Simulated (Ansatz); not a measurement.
Run report: Be32Se32, single-point calculation (part 1 of 2)

Be32Se32 (F-43m, 64 atoms in the cell), computed with DFT, HSE06, PAW, plane waves (Ansatz 0.2.0).

The structure was built on a prototype by a generator.

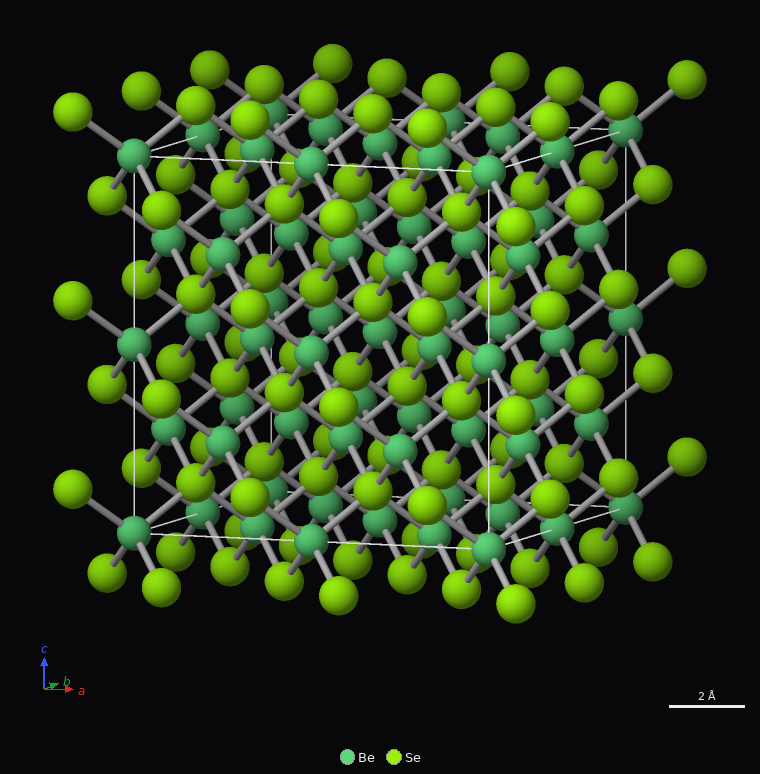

Figure 1. The structure as given in the input (ball-and-stick view of the cell of the calculation, seen at an oblique angle; bonded neighbours outside the cell are drawn too). Near neighbours in the crystal (not all of them lie inside the picture): Be has 4 Se at 2.22 Å; Se has 4 Be at 2.22 Å.

The input
```yaml
crystal:
  lattice:
    - [10.257643, 0.000000, 0.000000]
    - [0.000000, 10.257643, 0.000000]
    - [0.000000, 0.000000, 10.257643]
  atoms:
    - { symbol: Be, position: [0.000000, 0.000000, 0.000000] }
    - { symbol: Be, position: [0.000000, 0.000000, 0.500000] }
    - { symbol: Be, position: [0.000000, 0.500000, 0.000000] }
    - { symbol: Be, position: [0.000000, 0.500000, 0.500000] }
    - { symbol: Be, position: [0.500000, 0.000000, 0.000000] }
    - { symbol: Be, position: [0.500000, 0.000000, 0.500000] }
    - { symbol: Be, position: [0.500000, 0.500000, 0.000000] }
    - { symbol: Be, position: [0.500000, 0.500000, 0.500000] }
    - { symbol: Be, position: [0.250000, 0.250000, 0.000000] }
    - { symbol: Be, position: [0.250000, 0.250000, 0.500000] }
    - { symbol: Be, position: [0.250000, 0.750000, 0.000000] }
    - { symbol: Be, position: [0.250000, 0.750000, 0.500000] }
    - { symbol: Be, position: [0.750000, 0.250000, 0.000000] }
    - { symbol: Be, position: [0.750000, 0.250000, 0.500000] }
    - { symbol: Be, position: [0.750000, 0.750000, 0.000000] }
    - { symbol: Be, position: [0.750000, 0.750000, 0.500000] }
    - { symbol: Be, position: [0.250000, 0.000000, 0.250000] }
    - { symbol: Be, position: [0.250000, 0.000000, 0.750000] }
    - { symbol: Be, position: [0.250000, 0.500000, 0.250000] }
    - { symbol: Be, position: [0.250000, 0.500000, 0.750000] }
    - { symbol: Be, position: [0.750000, 0.000000, 0.250000] }
    - { symbol: Be, position: [0.750000, 0.000000, 0.750000] }
    - { symbol: Be, position: [0.750000, 0.500000, 0.250000] }
    - { symbol: Be, position: [0.750000, 0.500000, 0.750000] }
    - { symbol: Be, position: [0.000000, 0.250000, 0.250000] }
    - { symbol: Be, position: [0.000000, 0.250000, 0.750000] }
    - { symbol: Be, position: [0.000000, 0.750000, 0.250000] }
    - { symbol: Be, position: [0.000000, 0.750000, 0.750000] }
    - { symbol: Be, position: [0.500000, 0.250000, 0.250000] }
    - { symbol: Be, position: [0.500000, 0.250000, 0.750000] }
    - { symbol: Be, position: [0.500000, 0.750000, 0.250000] }
    - { symbol: Be, position: [0.500000, 0.750000, 0.750000] }
    - { symbol: Se, position: [0.125000, 0.125000, 0.125000] }
    - { symbol: Se, position: [0.125000, 0.125000, 0.625000] }
    - { symbol: Se, position: [0.125000, 0.625000, 0.125000] }
    - { symbol: Se, position: [0.125000, 0.625000, 0.625000] }
    - { symbol: Se, position: [0.625000, 0.125000, 0.125000] }
    - { symbol: Se, position: [0.625000, 0.125000, 0.625000] }
    - { symbol: Se, position: [0.625000, 0.625000, 0.125000] }
    - { symbol: Se, position: [0.625000, 0.625000, 0.625000] }
    - { symbol: Se, position: [0.375000, 0.375000, 0.125000] }
    - { symbol: Se, position: [0.375000, 0.375000, 0.625000] }
    - { symbol: Se, position: [0.375000, 0.875000, 0.125000] }
    - { symbol: Se, position: [0.375000, 0.875000, 0.625000] }
    - { symbol: Se, position: [0.875000, 0.375000, 0.125000] }
    - { symbol: Se, position: [0.875000, 0.375000, 0.625000] }
    - { symbol: Se, position: [0.875000, 0.875000, 0.125000] }
    - { symbol: Se, position: [0.875000, 0.875000, 0.625000] }
    - { symbol: Se, position: [0.375000, 0.125000, 0.375000] }
    - { symbol: Se, position: [0.375000, 0.125000, 0.875000] }
    - { symbol: Se, position: [0.375000, 0.625000, 0.375000] }
    - { symbol: Se, position: [0.375000, 0.625000, 0.875000] }
    - { symbol: Se, position: [0.875000, 0.125000, 0.375000] }
    - { symbol: Se, position: [0.875000, 0.125000, 0.875000] }
    - { symbol: Se, position: [0.875000, 0.625000, 0.375000] }
    - { symbol: Se, position: [0.875000, 0.625000, 0.875000] }
    - { symbol: Se, position: [0.125000, 0.375000, 0.375000] }
    - { symbol: Se, position: [0.125000, 0.375000, 0.875000] }
    - { symbol: Se, position: [0.125000, 0.875000, 0.375000] }
    - { symbol: Se, position: [0.125000, 0.875000, 0.875000] }
    - { symbol: Se, position: [0.625000, 0.375000, 0.375000] }
    - { symbol: Se, position: [0.625000, 0.375000, 0.875000] }
    - { symbol: Se, position: [0.625000, 0.875000, 0.375000] }
    - { symbol: Se, position: [0.625000, 0.875000, 0.875000] }
  symmetry: { detect: false }
kpoints:
  mp_grid: { grid: [1, 1, 1], shift: [0.25, 0.25, 0.25] }
hamiltonian:
  xc: hse06
scf:
  occupations: { method: fermi_dirac, width: 0.01 }
output:
  forces: true
  eigenvalues: true
  populations: true
  eigenstates: { kpoints: [[0.25, 0.25, 0.25]], e_range: [-6.0, 6.0], localisation: true }
```

Run on 7 CPU threads, shared host.

Output
```
Pseudopotentials: kind: paw
Functional definition: HSE06
  parameter a = 0.25
  parameter omega = 0.11/bohr
  exchange = pbe_x - a*pbe_x_sr(omega) + a*exact_x_sr(omega)
  correlation = pbe_c
Crystal: 64 atoms, lattice volume = 1079.301 Å³
Basis set: ecut = 420 eV, 21079 PW (Γ), exchange–correlation on 144×144×144 points (8 copies of the dense FFT grid, shifted against one another)
Bands: 352, of which v1, the nominal top of the filled ones, is band 288 counted from 1 (287 counted from 0)
Symmetry: 1 space group operations
k-points: 1
Non-local potential: Be, projectors of the file, l = 0: 2, l = 1: 2, l = 2: 1
Non-local potential: Se, projectors of the file, l = 0: 2, l = 1: 2, l = 2: 3, l = 3: 1
PAW form: soft (Blöchl's): semilocal exchange-correlation on the pseudo side does not see the compensation charge
PAW frozen core: Be, regenerated for the run's functional, and the local potential with it (the file was generated under x = pbe(κ = 0.804, μ = 0.2195149727645171), c = pbe(β = 0.06672455060314922))
PAW frozen core: Se, regenerated for the run's functional, and the local potential with it (the file was generated under x = pbe(κ = 0.804, μ = 0.2195149727645171), c = pbe(β = 0.06672455060314922))
PAW one-centre angular grid: Be, 110 points (default); XC on 64 Gauss nodes
PAW one-centre angular grid: Se, 590 points (default); XC on 64 Gauss nodes
Initial density: superposition of atomic densities (neutral atoms: chi_scale 0, normalization atom), corrected by the library's trained network
Initial wavefunctions: pseudopotential atomic-orbital guess
Functional: x = pbe(κ = 0.804, μ = 0.2195149727645171), c = pbe(β = 0.06672455060314922), warm-up for x = pbe(κ = 0.804, μ = 0.2195149727645171) + 0.25 (exact − pbe) at short range (hse, ω = 0.20786987370883472 Å⁻¹), c = pbe(β = 0.06672455060314922); HSE06 as pw.x's `hse` composes it (authors' and Libxc's form: `xc: wpbeh`)
SCF iter   1: F=—  HF=-178029.728840 eV  |F-HF|=—  |Δ(HF+E_count)|=         —  Δρ=1.25e-3  dr2=1.57e-2  ethr=1.77e-3  ⟨swp⟩=13.0  Hψ=1576  notcnv=0
preconditioner: auto → none  [insulator: Δε(μ)=3.403 eV  Ē_g=10.594 eV  σ=0.010 eV  W_gap=1.00  n_scr=256 (ndim 8)  ℏωp=18.1 eV  f_vac=0.010  D(μ)=0.00/eV (n_scr^D=0)]
SCF iter   2: F=—  HF=-178029.732910 eV  |F-HF|=—  |Δ(HF+E_count)|=   4.07e-3  Δρ=5.62e-4  dr2=2.62e-3  ethr=2.72e-6  ⟨swp⟩=15.0  Hψ=1450  notcnv=0  defer=6
SCF iter   3: F=-178029.733898 eV  HF=-178029.733614 eV  |F-HF|=2.84e-4  |Δ(HF+E_count)|=   7.05e-4  Δρ=2.56e-4  dr2=4.89e-4  ethr=4.54e-7  ⟨swp⟩=4.0  Hψ=731  notcnv=0  defer=6
SCF 1 stopped early in 3 iterations: F = -178029.733898 eV  dr2 = 4.89e-4
  greatest PAW one-centre occupation: 1.000 electrons in one spin orbital (limit 2), on the Se atom at site 62 (counted from 0), in its partial waves of l = 2
Initial density: handed on by an earlier stage of this run
Initial wavefunctions: those handed on with the density
Functional: x = pbe(κ = 0.804, μ = 0.2195149727645171) + 0.25 (exact − pbe) at short range (hse, ω = 0.20786987370883472 Å⁻¹), c = pbe(β = 0.06672455060314922); HSE06 as pw.x's `hse` composes it (authors' and Libxc's form: `xc: wpbeh`)
Exchange kernel: α = 0.2500, screened, ω = 0.2079 Å⁻¹, Wigner–Seitz truncation, v(0) = 917.9080 eV·Å³, q-mesh 1×1×1, nearest image of the exchange supercell L = 10.26 Å, pair-density grid 40×40×40, without the augmentation charges, whose exchange is taken in its separable form (sized by the pseudopotential files, 72×72×72 at the most)
Frozen-core exchange: fock
SCF iter   1: F=—  HF=-178087.429309 eV  |F-HF|=—  |Δ(HF+E_count)|=         —  Δρ=3.40e-3  dr2=1.21e-1  ethr=8.49e-7  ⟨swp⟩=14.0  Hψ=1660  notcnv=0
preconditioner: auto → none  [insulator: Δε(μ)=4.293 eV  Ē_g=12.108 eV  σ=0.010 eV  W_gap=1.00  n_scr=256 (ndim 8)  ℏωp=18.1 eV  f_vac=0.009  D(μ)=0.00/eV (n_scr^D=0)]
SCF iter   2: F=—  HF=-178087.259549 eV  |F-HF|=—  |Δ(HF+E_count)|=   1.70e-1  Δρ=1.91e-3  dr2=2.73e-2  ethr=8.49e-7  ⟨swp⟩=4.0  Hψ=1343  notcnv=0
SCF iter   3: F=—  HF=-178087.254982 eV  |F-HF|=—  |Δ(HF+E_count)|=   4.57e-3  Δρ=7.19e-4  dr2=7.48e-3  ethr=8.49e-7  ⟨swp⟩=3.0  Hψ=831  notcnv=0
SCF iter   4: F=—  HF=-178087.359034 eV  |F-HF|=—  |Δ(HF+E_count)|=   1.04e-1  Δρ=3.83e-4  dr2=1.03e-3  ethr=3.57e-7  ⟨swp⟩=5.0  Hψ=1353  notcnv=0
iter 5 solved again at ethr=1.53e-8 eV; its pass at ethr=1.74e-7 eV (dr2=8.84e-5 eV) is discarded
SCF iter   5: F=—  HF=-178087.358371 eV  |F-HF|=—  |Δ(HF+E_count)|=   6.63e-4  Δρ=6.20e-5  dr2=1.15e-4  ethr=1.53e-8  ⟨swp⟩=2.0  Hψ=1600  notcnv=0
SCF iter   6: F=—  HF=-178087.358392 eV  |F-HF|=—  |Δ(HF+E_count)|=   2.04e-5  Δρ=3.91e-5  dr2=1.70e-4  ethr=1.53e-8  ⟨swp⟩=5.0  Hψ=796  notcnv=0
SCF iter   7: F=—  HF=-178087.358361 eV  |F-HF|=—  |Δ(HF+E_count)|=   3.12e-5  Δρ=1.70e-5  dr2=1.17e-4  ethr=1.53e-8  ⟨swp⟩=3.0  Hψ=666  notcnv=0
SCF iter   8: F=-178087.359424 eV  HF=-178087.359427 eV  |F-HF|=2.59e-6  |Δ(HF+E_count)|=   1.07e-3  Δρ=4.13e-5  dr2=1.91e-5  ethr=3.85e-9  ⟨swp⟩=5.0  Hψ=1155  notcnv=0
SCF 2 stopped early in 8 iterations: F = -178087.359424 eV  dr2 = 1.91e-5
  Residual-converged pass: ⟨swp⟩=3.0  Hψ=864  notcnv=0  max |occ|·‖R‖ = 6.0e-6 eV (tolerance 6.7e-6 eV)  dr2=1.91e-5  dr2_onsite=7.08e-6  max |Δocc| = 0.0e0
  greatest PAW one-centre occupation: 1.000 electrons in one spin orbital (limit 2), on the Se atom at site 55 (counted from 0), in its partial waves of l = 2
hybrid outer 1: dexx = +1.130e-1 eV, tail = 5.09e-4 eV
SCF iter   1: F=—  HF=-178087.362373 eV  |F-HF|=—  |Δ(HF+E_count)|=         —  Δρ=4.37e-5  dr2=7.26e-6  ethr=4.42e-7  ⟨swp⟩=18.0  Hψ=839  notcnv=0
preconditioner: auto → none  [insulator: Δε(μ)=4.299 eV  Ē_g=12.098 eV  σ=0.010 eV  W_gap=1.00  n_scr=256 (ndim 8)  ℏωp=18.1 eV  f_vac=0.010  D(μ)=0.00/eV (n_scr^D=0)]
SCF iter   2: F=—  HF=-178087.362387 eV  |F-HF|=—  |Δ(HF+E_count)|=   1.38e-5  Δρ=1.88e-5  dr2=3.18e-6  ethr=1.13e-9  ⟨swp⟩=7.0  Hψ=1272  notcnv=0
SCF iter   3: F=—  HF=-178087.362386 eV  |F-HF|=—  |Δ(HF+E_count)|=   1.08e-6  Δρ=6.12e-6  dr2=1.91e-7  ethr=5.06e-10  ⟨swp⟩=3.0  Hψ=770  notcnv=0
SCF iter   4: F=—  HF=-178087.362387 eV  |F-HF|=—  |Δ(HF+E_count)|=   8.02e-7  Δρ=2.42e-6  dr2=2.48e-7  ethr=2.58e-11  ⟨swp⟩=5.0  Hψ=1060  notcnv=0  defer=4
SCF iter   5: F=—  HF=-178087.362387 eV  |F-HF|=—  |Δ(HF+E_count)|=   2.05e-8  Δρ=1.83e-6  dr2=3.67e-7  ethr=2.58e-11  ⟨swp⟩=5.0  Hψ=818  notcnv=0  defer=3
SCF iter   6: F=-178087.362386 eV  HF=-178087.362386 eV  |F-HF|=3.24e-8  |Δ(HF+E_count)|=   8.33e-8  Δρ=6.36e-7  dr2=3.44e-8  ethr=2.58e-11  ⟨swp⟩=4.0  Hψ=711  notcnv=0  defer=3
SCF 3 converged in 6 iterations: F = -178087.362386 eV  dr2 = 3.44e-8
  Residual-converged pass: ⟨swp⟩=3.0  Hψ=887  notcnv=0  max |occ|·‖R‖ = 1.6e-6 eV (tolerance 2.5e-6 eV)  dr2=2.68e-8  dr2_onsite=2.53e-10  max |Δocc| = 0.0e0
  greatest PAW one-centre occupation: 1.000 electrons in one spin orbital (limit 2), on the Se atom at site 42 (counted from 0), in its partial waves of l = 2
```

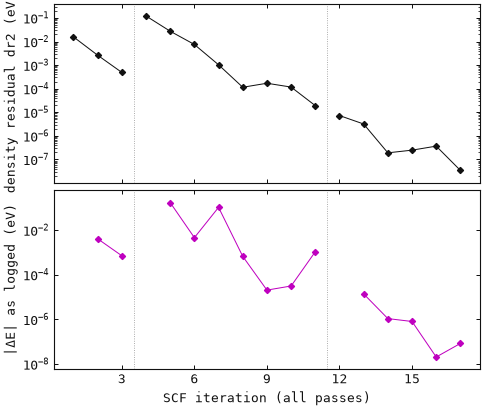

Figure 2. Convergence of the self-consistent field: density residual dr2 and size of the energy change against the SCF iteration. The run starts with a semilocal functional; after that each stretch between dotted lines is one SCF of the hybrid functional between two exact rebuilds of the exchange operator by the outer loop. Early passes are stopped at a loose threshold. The passes take 3, 8 and 6 iterations.
